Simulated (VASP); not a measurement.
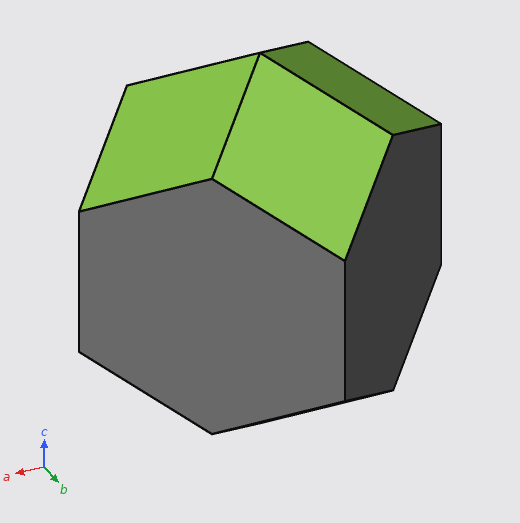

BFDH (Bravais–Friedel–Donnay–Harker) growth shape, computed from the cell and space group alone: each face lies at a distance from the centre proportional to 1/d(hkl), with d taken for the first order that the space group does not extinguish. It ignores bonding, solvent and kinetics. Faces of one form share a colour. Cell of SnO2: space group P4_2/mnm (No. 136), a = 4.830 Å, b = 4.830 Å, c = 3.243 Å, α = 90.00°, β = 90.00°, γ = 90.00°. Origin: the geometry relaxed with VASP 6.6.1, VASP Kohn-Sham DFT of a periodic cell, PBE, VASP PAW PBE potentials, materialsproject. Forms under 0.4 % of the area are left out.

**Which form is which colour?**

grey: {110} (d = 3.42 Å, 58 % of the area); green: {101} (d = 2.69 Å, 42 % of the area).
